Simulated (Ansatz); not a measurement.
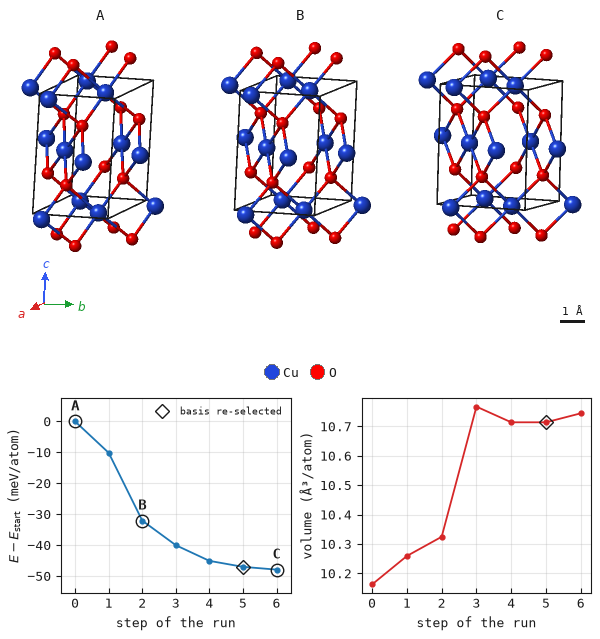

Frames of a relaxation of crystalline CuO (set up in Cc) (coarse preliminary run), marked on the history of the run. A ball-and-stick model of the conventional cell (2 times the calculation's cell), seen slightly off an axis. Lengths and directions refer to the drawn axes.

Theory: DFT r2SCAN, scalar-relativistic, plane waves, PAW (Ansatz).

Input file:
```yaml
crystal:
  lattice:
    - [2.34465, -1.7134, 0.0]
    - [2.34465, 1.7134, 0.0]
    - [-0.86055, 0.0, 5.05944]
  atoms:
    - { symbol: Cu, position: [0.0032, 0.4968, 0.0], spin: 0.7 }
    - { symbol: Cu, position: [0.4968, 0.0032, 0.5], spin: 0.7 }
    - { symbol: O, position: [0.5714, 0.4056, 0.2537], spin: 0.35 }
    - { symbol: O, position: [0.4056, 0.5714, 0.7537], spin: 0.35 }
basis:
  ecutwfc: 500
kpoints:
  mp_grid: { grid: [8, 8, 4] }
hamiltonian:
  xc: r2scan
scf:
  occupations: { method: gaussian, width: 0.1 }
output:
  forces: true
  stress: true
  eigenvalues: true
  populations: true
magnetization:
  spin_polarized: true
relax:
  adjacent_minimum: "off"
  f_tol: 0.05
  max_steps: 80
  cell: { stress_tol: 0.5 }
```

Run as
```bash
ansatz run input.yaml --threads 2 --pin off --max-ram 5120MiB --backend cpu --events-out ev --progress --plain --runs-dir out
```

### Describe the path.

The run was cut off at its time limit before the program reported convergence, but its last step already meets the force threshold: the largest component is 0.0013 eV/Å against 0.05 eV/Å. The pressure is within 0.04 GPa of its target. The largest moves relative to the cell, 0.33 Å, are those of O3 and O4. O3 goes along +b. By element the largest moves are O 0.33 Å, Cu 0.03 Å. The drawn cell changes as follows: a 4.689 → 4.160 Å (−11.3 %), b 3.427 → 4.004 Å (+16.8 %), c 5.132 → 5.161 Å (+0.6 %), β 99.7° → 90.3°; the volume changes by +5.7 %. Some distances before and after: Cu1–O3 2.019 → 1.936 Å, Cu1–O4 1.977 → 1.936 Å, Cu1–O4 (another image) 1.907 → 1.936 Å. Bond angles that change, for instance: Cu1–O3–Cu2 146.0° → 118.2°, Cu1–O3–Cu2 101.7° → 115.0°, Cu1–O3–Cu2 108.5° → 117.3°. Within 0.06 Å the space group is Cc at the start and Cccm at the end; at a tighter tolerance small leftover displacements or strains of the cell lower it. Over 5 accepted moves (6 points after the start) the energy falls by 47.9 meV per atom. The largest force component goes from 0.69 to 0.0013 eV/Å. The pressure goes from 0.14 to 0.04 GPa. At 1 point the geometry stayed and the basis and grid were re-selected for the new cell (energy shift of 1.9 meV per atom at most each time). From step 0 to 2: O atoms move most (0.14 Å), volume +1.6 %, energy −32.1 meV per atom. From step 2 to 6: O atoms move most (0.17 Å), volume +4.1 %, energy −15.8 meV per atom.
